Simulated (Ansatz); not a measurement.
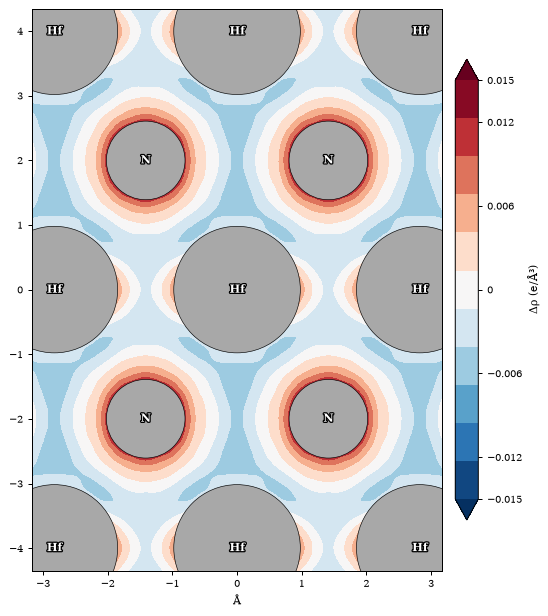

HfN. Difference of the valence pseudo-densities of two functionals at the same geometry, on the (101̄) plane of the calculation cell: one of HSE03 and r2SCANH less the other.

Space group Pm-3m; a generated structure, not necessarily the stable one.

Both computed with Ansatz (plane waves, PAW), on the same k-point mesh. Grey discs cover the atomic cores.

```
CELL_PARAMETERS angstrom
2.82503 0.00000 0.00000
0.00000 2.82503 0.00000
0.00000 0.00000 2.82503
ATOMIC_POSITIONS crystal
Hf 0.50000 0.50000 0.50000
N 0.00000 0.00000 0.00000
```

### Which was subtracted from which, and what does the map show?

It is r2SCANH less HSE03. Against HSE03, r2SCANH gives more density around N (+0.005 e/Å³ on average at 0.8 Å from the nucleus).
